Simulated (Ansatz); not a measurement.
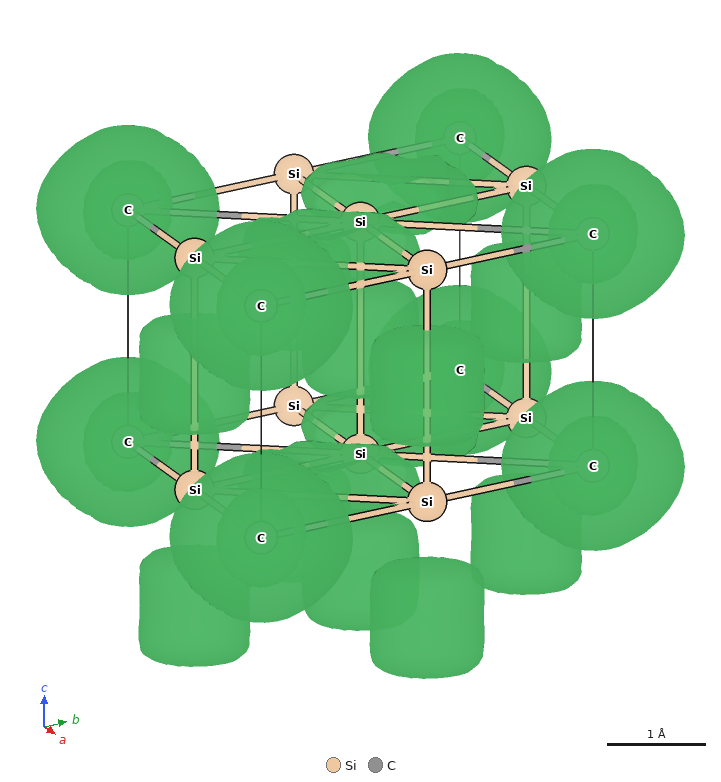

The picture shows: Si₃C. Isosurface of the ELF at 0.7 (green), seen slightly off an axis. Only the valence region is drawn (cores and ρ < 0.01 e/Å³ removed). Sticks mark near contacts.

Space group P6/mmm; a structure generated by program, which may or may not match a known phase.

Computed with Ansatz 0.2.0, DFT PBE, scalar-relativistic, plane waves, PAW.

Core electrons are frozen (PAW), and the valence fields are smoothed inside the atomic spheres.

Describe the localisation domains.

Answer. The surface consists of three regions between bonded Si–Si atoms, one region wrapped around C (its valence shell) and two pockets between the atoms, centred on no nucleus (multi-centre or interstitial), counted in one cell of 4 atoms. Regions shared between cells count once. Profiles from the grid: Si–Si (2.43 Å): the ELF peaks at about 0.90 between the atoms. Si–C (2.46 Å): the ELF peaks at about 0.80 in the valence shell of C, 0.7 Å from its nucleus, and is about 0.55 at the midpoint.
